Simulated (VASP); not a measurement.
**WSe2: geometry relaxation (part 5 of 5)**

Continued. System: WSe2 (slab, 9 atoms in the cell). Method: Kohn-Sham DFT of a periodic cell, PBE with D3(BJ), VASP PAW PBE potentials, recommended, no spin polarisation (VASP 6.6.1); cutoff 600 eV, 12×12×1 k-mesh, Gaussian smearing of 0.03 eV. The structure derives from an entry of the Crystallography Open Database.

Geometry of the input (Å; fractional positions):
```
3.2900  -0.0000  0.0000
-1.6450  2.8492  0.0000
0.0000  0.0000  34.3163
Se 0.3333  0.6667  0.2623
Se 0.3333  0.6667  0.3598
Se 0.6667  0.3333  0.4512
Se 0.6667  0.3333  0.5488
Se 0.3333  0.6667  0.6402
Se 0.3333  0.6667  0.7377
W  0.6667  0.3333  0.3110
W  0.3333  0.6667  0.5000
W  0.6667  0.3333  0.6890
```

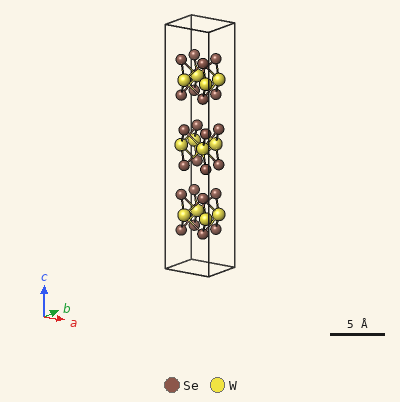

Fig. 1: The geometry at step 22 of the log (ball-and-stick view of the 2 × 2 repeat of the cell, with the vacuum cut short, seen slightly off an axis).

Trajectory as extended XYZ, continued:
```
9
Lattice="3.2768 -0.0000 0.0000 -1.6384 2.8378 0.0000 0.0000 0.0000 34.3163" Properties=species:S:1:pos:R:3:forces:R:3 step=18 energy=-68.54017
Se    0.0000    1.8919    9.0266    0.0000   0.0000   0.0617
Se    0.0000    1.8919   12.4129    0.0000   0.0000  -0.0533
Se    1.6384    0.9459   15.4698    0.0000   0.0000  -0.0096
Se    1.6384    0.9459   18.8464    0.0000   0.0000   0.0096
Se    0.0000    1.8919   21.9034    0.0000   0.0000   0.0533
Se    0.0000    1.8919   25.2897    0.0000   0.0000  -0.0617
W     1.6384    0.9459   10.7199    0.0000   0.0000   0.0068
W     0.0000    1.8919   17.1581    0.0000   0.0000   0.0000
W     1.6384    0.9459   23.5964    0.0000   0.0000  -0.0068
9
Lattice="3.2774 -0.0000 0.0000 -1.6387 2.8383 0.0000 0.0000 0.0000 34.3163" Properties=species:S:1:pos:R:3:forces:R:3 step=19 energy=-68.54056
Se    0.0000    1.8922    9.0324    0.0000   0.0000   0.0557
Se    0.0000    1.8922   12.4175    0.0000   0.0000  -0.0486
Se    1.6387    0.9461   15.4699    0.0000   0.0000  -0.0042
Se    1.6387    0.9461   18.8464    0.0000   0.0000   0.0042
Se    0.0000    1.8922   21.8988    0.0000   0.0000   0.0486
Se    0.0000    1.8922   25.2838    0.0000   0.0000  -0.0557
W     1.6387    0.9461   10.7251    0.0000   0.0000   0.0051
W     0.0000    1.8922   17.1581    0.0000   0.0000   0.0000
W     1.6387    0.9461   23.5911    0.0000   0.0000  -0.0051
9
Lattice="3.2794 -0.0000 0.0000 -1.6397 2.8400 0.0000 0.0000 0.0000 34.3163" Properties=species:S:1:pos:R:3:forces:R:3 step=20 energy=-68.54144
Se    0.0000    1.8934    9.0499    0.0000   0.0000   0.0383
Se    0.0000    1.8934   12.4313    0.0000   0.0000  -0.0347
Se    1.6397    0.9467   15.4701    0.0000   0.0000   0.0124
Se    1.6397    0.9467   18.8462    0.0000   0.0000  -0.0124
Se    0.0000    1.8934   21.8850    0.0000   0.0000   0.0347
Se    0.0000    1.8934   25.2664    0.0000   0.0000  -0.0383
W     1.6397    0.9467   10.7409    0.0000   0.0000   0.0006
W     0.0000    1.8934   17.1581    0.0000   0.0000   0.0000
W     1.6397    0.9467   23.5754    0.0000   0.0000  -0.0006
9
Lattice="3.2833 -0.0000 0.0000 -1.6416 2.8434 0.0000 0.0000 0.0000 34.3163" Properties=species:S:1:pos:R:3:forces:R:3 step=21 energy=-68.54168
Se    0.0000    1.8956    9.0848    0.0000   0.0000   0.0025
Se    0.0000    1.8956   12.4589    0.0000   0.0000  -0.0089
Se    1.6416    0.9478   15.4704    0.0000   0.0000   0.0466
Se    1.6416    0.9478   18.8458    0.0000   0.0000  -0.0466
Se    0.0000    1.8956   21.8574    0.0000   0.0000   0.0089
Se    0.0000    1.8956   25.2314    0.0000   0.0000  -0.0025
W     1.6416    0.9478   10.7723    0.0000   0.0000  -0.0058
W     0.0000    1.8956   17.1581    0.0000   0.0000   0.0000
W     1.6416    0.9478   23.5439    0.0000   0.0000   0.0058
9
Lattice="3.2817 -0.0000 0.0000 -1.6409 2.8421 0.0000 0.0000 0.0000 34.3163" Properties=species:S:1:pos:R:3:forces:R:3 step=22 energy=-68.54184
Se    0.0000    1.8947    9.0711    0.0000   0.0000   0.0166
Se    0.0000    1.8947   12.4481    0.0000   0.0000  -0.0193
Se    1.6409    0.9474   15.4703    0.0000   0.0000   0.0331
Se    1.6409    0.9474   18.8460    0.0000   0.0000  -0.0331
Se    0.0000    1.8947   21.8682    0.0000   0.0000   0.0193
Se    0.0000    1.8947   25.2452    0.0000   0.0000  -0.0166
W     1.6409    0.9474   10.7600    0.0000   0.0000  -0.0027
W     0.0000    1.8947   17.1581    0.0000   0.0000   0.0000
W     1.6409    0.9474   23.5563    0.0000   0.0000   0.0027
9
Lattice="3.2819 -0.0000 0.0000 -1.6409 2.8422 0.0000 0.0000 0.0000 34.3163" Properties=species:S:1:pos:R:3:forces:R:3 step=23 energy=-68.54184
Se    0.0000    1.8948    9.0723    0.0000   0.0000   0.0150
Se    0.0000    1.8948   12.4490    0.0000   0.0000  -0.0185
Se    1.6409    0.9474   15.4703    0.0000   0.0000   0.0341
Se    1.6409    0.9474   18.8459    0.0000   0.0000  -0.0341
Se    0.0000    1.8948   21.8673    0.0000   0.0000   0.0185
Se    0.0000    1.8948   25.2440    0.0000   0.0000  -0.0150
W     1.6409    0.9474   10.7610    0.0000   0.0000  -0.0041
W     0.0000    1.8948   17.1581    0.0000   0.0000   0.0000
W     1.6409    0.9474   23.5553    0.0000   0.0000   0.0041
9
Lattice="3.2822 -0.0000 0.0000 -1.6411 2.8425 0.0000 0.0000 0.0000 34.3163" Properties=species:S:1:pos:R:3:forces:R:3 step=24 energy=-68.54193
Se    0.0000    1.8950    9.0720    0.0000   0.0000   0.0092
Se    0.0000    1.8950   12.4478    0.0000   0.0000  -0.0131
Se    1.6411    0.9475   15.4714    0.0000   0.0000   0.0177
Se    1.6411    0.9475   18.8449    0.0000   0.0000  -0.0177
Se    0.0000    1.8950   21.8685    0.0000   0.0000   0.0131
Se    0.0000    1.8950   25.2443    0.0000   0.0000  -0.0092
W     1.6411    0.9475   10.7602    0.0000   0.0000   0.0002
W     0.0000    1.8950   17.1581    0.0000   0.0000   0.0000
W     1.6411    0.9475   23.5561    0.0000   0.0000  -0.0002
9
Lattice="3.2827 -0.0000 0.0000 -1.6414 2.8429 0.0000 0.0000 0.0000 34.3163" Properties=species:S:1:pos:R:3:forces:R:3 step=25 energy=-68.54199
Se    0.0000    1.8953    9.0715    0.0000   0.0000  -0.0013
Se    0.0000    1.8953   12.4459    0.0000   0.0000  -0.0046
Se    1.6414    0.9476   15.4730    0.0000   0.0000  -0.0094
Se    1.6414    0.9476   18.8433    0.0000   0.0000   0.0094
Se    0.0000    1.8953   21.8703    0.0000   0.0000   0.0046
Se    0.0000    1.8953   25.2448    0.0000   0.0000   0.0013
W     1.6414    0.9476   10.7589    0.0000   0.0000   0.0030
W     0.0000    1.8953   17.1581    0.0000   0.0000   0.0000
W     1.6414    0.9476   23.5574    0.0000   0.0000  -0.0030
```

Results in brief:

| quantity | value |
| --- | --- |
| outcome | converged |
| electrons treated | 78 |
| free energy | −68.5420 eV |
| dispersion energy | −3.8409 eV |
| gap on the k-point mesh | 1.09 eV |
| final volume | 320.26 Å³ |
| largest force (length of the vector) at the end | 0.009 eV/Å |
| hardware | 4 threads of Intel Xeon (Emerald Rapids), 128 GiB of memory available, shared host |
| wall time | 24 min (CPU time 1.5 h) |
| peak memory | 0.73 GiB |

Notes:

Spin–orbit coupling is left out, which matters for W.
